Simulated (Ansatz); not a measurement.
# Calculations on Si₅W₃

**1. Relaxation**

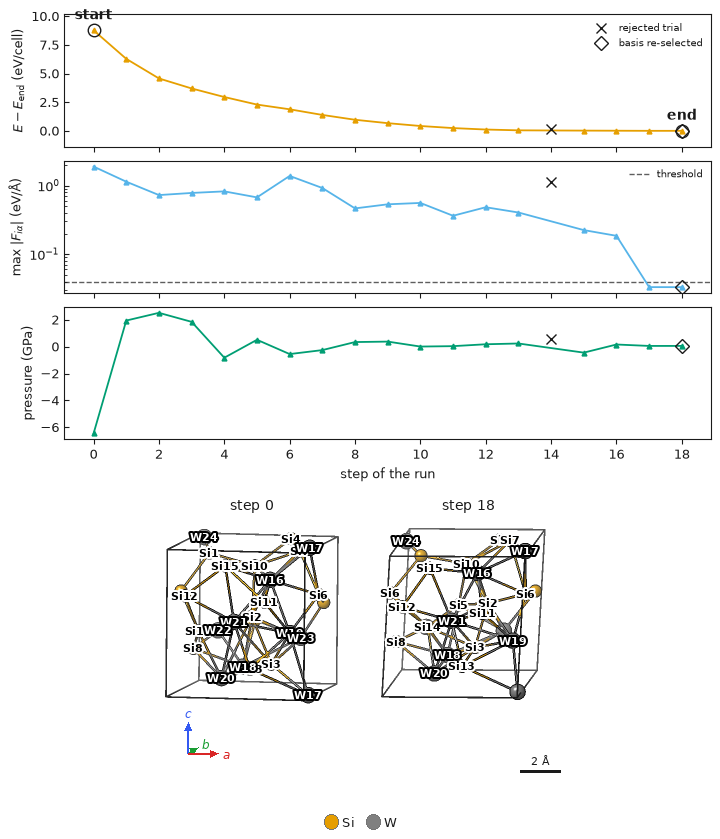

First and last geometry of a relaxation of an amorphous cell of composition Si5W3 (coarse preliminary run), with the history of the run. A ball-and-stick model of the cell of the calculation (origin shifted), seen slightly off an axis.

Case: the last frame of the dynamics.

Computed with Ansatz, DFT PBE, scalar-relativistic, plane waves, PAW. Set-up: plane-wave cutoff 420 eV; k-point mesh 2 × 2 × 2; occupations gaussian; smearing width 0.1 eV; mesh shifted by (0.5, 0.5, 0.5); no spin polarisation; cell and atoms relaxed; force threshold 0.04 eV/Å; at most 70 steps.

### Did the run converge, and what did it change?

It converged. The energy falls by 8.771 eV per cell of the calculation in 16 accepted moves (18 points after the start). Largest force component: 1.9 eV/Å at the start, 0.033 eV/Å at the end. Pressure: −6.46 GPa at the start and 0.05 GPa at the end. The line search rejected the trial step at point 14 of the run. At 1 point the geometry stayed and the basis and grid were re-selected for the new cell (energy shift of less than 0.05 meV per cell of the calculation at most each time). The atom that moves furthest relative to the cell is a Si atom (1.34 Å along [3 1 1]). Largest moves by element: Si 1.34 Å, W 0.75 Å. The drawn cell changes as follows: a 7.205 → 7.244 Å (+0.6 %), b 7.492 → 7.269 Å (−3.0 %), c 7.497 → 7.154 Å (−4.6 %), α 87.5° → 78.6°, β 89.9° → 87.3°, γ 91.3° → 100.6°; the volume changes by −10.5 %. Some distances before and after: Si–W 4.324 → 2.777 Å, Si–Si 4.080 → 2.635 Å, Si–Si 4.417 → 2.976 Å, Si–W 2.954 → 4.382 Å. New bonds form, among them: Si–W (3.96 → 2.56 Å), W–W (3.57 → 2.81 Å), W–W (3.76 → 3.05 Å), W–W (3.89 → 3.18 Å). Bonds break, among them: W–W (2.93 → 3.94 Å). Among the angles between lasting bonds that change: Si–Si–W 120.7° → 58.1°, Si–Si–W 71.2° → 128.9°, Si–Si–W 83.8° → 136.9°.

Limits of the set-up: the periodic images lie only 7.2 Å apart, so the values are limited by the cell's size.

**2. Dynamics**

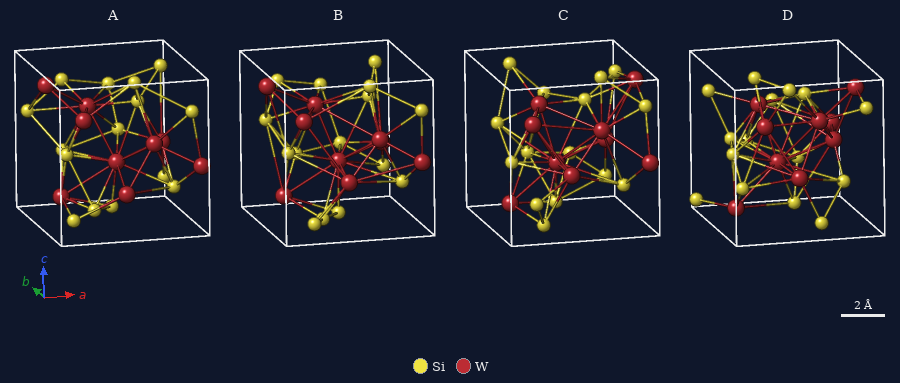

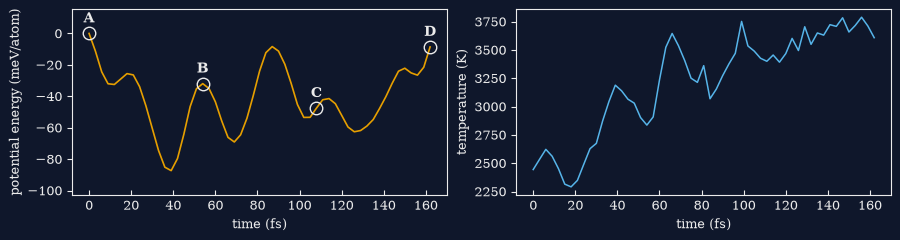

A Born-Oppenheimer molecular dynamics run of an amorphous cell of composition Si$_{5}$W$_{3}$ (24 atoms in the cell), 162 fs long. It starts from the last geometry of an earlier run, with fresh velocities. Frames (A at 0 fs, B at 54 fs, C at 108 fs, D at 162 fs) and the history of the run. A ball-and-stick model of the simulation cell, seen slightly off an axis. Atoms that leave the cell re-enter on the other side. Bonds to atoms that aren't drawn are left out.

These are results of DFT PBE, scalar-relativistic, plane waves, PAW in Ansatz, not measurements. Settings: plane-wave cutoff 420 eV; k-point mesh 1 × 1 × 1; Fermi-Dirac smearing 0.22 eV; volume 1.05 times that of the relaxed crystal; set temperature 2550 K; time step 3 fs.

Input file:
```yaml
crystal:
  lattice:
    - [7.204199, -0.081882, 0.007051]
    - [-0.081882, 7.490234, 0.162359]
    - [0.007051, 0.162359, 7.495186]
  atoms:
    - { symbol: Si, position: [0.6455330861, 0.8584088179, 0.4848694241] }
    - { symbol: Si, position: [0.8938803699, 0.7164931397, 0.9114086918] }
    - { symbol: Si, position: [0.018674572, 0.7975500637, 0.6603913385] }
    - { symbol: Si, position: [0.1298859698, 0.1622165501, 0.1087199262] }
    - { symbol: Si, position: [0.9067023586, 0.0638857397, 0.7808693929] }
    - { symbol: Si, position: [0.5339736809, 0.6509973015, 0.050752214] }
    - { symbol: Si, position: [0.2778972729, 0.8854166203, 0.3687769459] }
    - { symbol: Si, position: [0.6127047813, 0.9605422345, 0.7523783077] }
    - { symbol: Si, position: [0.2730321139, 0.8731224363, 0.8245160496] }
    - { symbol: Si, position: [0.9722939857, 0.9247687802, 0.1420855661] }
    - { symbol: Si, position: [0.3378924632, 0.388666329, 0.1043816594] }
    - { symbol: Si, position: [0.5727874868, 0.2361248038, 0.9452586024] }
    - { symbol: Si, position: [0.1950949821, 0.5220731074, 0.4360946411] }
    - { symbol: Si, position: [0.6733316719, 0.5039923776, 0.7521026481] }
    - { symbol: Si, position: [0.8746619702, 0.3873622092, 0.2201628766] }
    - { symbol: W, position: [0.1966837224, 0.6606911341, 0.1322625593] }
    - { symbol: W, position: [0.5321525467, 0.5266182943, 0.3664503483] }
    - { symbol: W, position: [0.9738015293, 0.0832603892, 0.4218702173] }
    - { symbol: W, position: [0.3530048393, 0.5659070401, 0.7267417948] }
    - { symbol: W, position: [0.8490664796, 0.5643238966, 0.4665163009] }
    - { symbol: W, position: [0.01345796, 0.3655511013, 0.9337344041] }
    - { symbol: W, position: [0.7075108718, 0.2577521689, 0.5385786309] }
    - { symbol: W, position: [0.2264477969, 0.2316212784, 0.7261463597] }
    - { symbol: W, position: [0.480510093, 0.1311145324, 0.2611380053] }
  symmetry: { detect: false }
basis:
  ecutwfc: 420
  xc_grid: 1
kpoints:
  mp_grid: { grid: [1, 1, 1], shift: [0.25, 0.25, 0.25] }
hamiltonian:
  xc: pbe
scf:
  occupations: { method: fermi_dirac, width: 0.2197 }
  lower_state_search: "off"
  convergence: { dr2_threshold: 1.0e-05 }
output:
  forces: true
  stress: true
md:
  timestep: 3.0
  n_steps: 54
  ensemble: nvt_langevin
  friction: 0.005
  temperature: 2550.0
  initial_velocities: maxwell_boltzmann
  seed: 9306
```

Launched with:
```bash
ansatz run input.yaml --threads 2 --pin off --max-ram 5120MiB --backend cpu --events-out ev --progress --plain --runs-dir out
```

Q: Describe the run.

A: Over the second half the temperature averages 3534 K (spread ±183 K). That is still far from the set 2550 K: the thermostat hasn't settled it within this run. The potential energy in the second half lies on average 36.9 meV per atom below the first frame. The mean pressure there is 2.9 GPa. Root-mean-square distances from the starting positions over the second half, with the common drift of all atoms taken out: Si 0.91 Å, W 0.65 Å. That is already a fair part of the typical shortest distance between atoms in the first frame, about 2.3 Å and still growing, as in a liquid, though 162 fs is too short to measure diffusion. Bond changes: 12 Si–Si bonds form between 42 fs and 162 fs; 10 Si–Si bonds break between 72 fs and 156 fs.

Limits of the set-up: the periodic images lie only 7.2 Å apart, so the values are limited by the cell's size.

Cost: 6.2 min on 2 threads of AMD EPYC (Zen 3), on a shared host, peak memory 0.63 GiB.

**3. Dynamics**

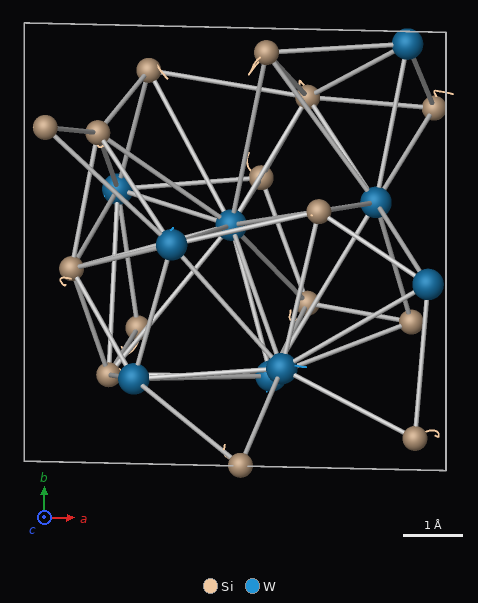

A Born-Oppenheimer molecular dynamics run of an amorphous cell of composition Si₅W₃ (24 atoms in the cell), 123 fs long. It starts from the last geometry of an earlier run, with fresh velocities. Lines trace each atom's path, in the colour of its element; spheres stand at the starting positions. Seen along the c axis in the simulation cell.

Computed with DFT PBE, scalar-relativistic, plane waves, PAW (Ansatz). Settings: plane-wave cutoff 420 eV; k-point mesh 1 × 1 × 1; Fermi-Dirac smearing 0.05 eV; volume 1.05 times that of the relaxed crystal; set temperature 300 K; time step 3 fs.

### Describe the motion.

Root-mean-square distances from the starting positions over the second half, with the common drift of all atoms taken out: Si 0.35 Å, W 0.22 Å. The run lasts only 123 fs, too short to tell vibration from diffusion. The mean temperature in the second half is 497 K (standard deviation 25 K). That is above the set 300 K, because the structure releases potential energy faster than the thermostat removes it. The temperature is still falling (695 K in the second quarter, 479 K in the last), so the run isn't equilibrated. The potential energy is still drifting at the end, so the run hasn't reached equilibrium. The potential energy in the second half lies on average 114 meV per atom below the first frame. The mean pressure there is −6.1 GPa.

Limits of the set-up: the periodic images lie only 7.2 Å apart, so the values are limited by the cell's size.
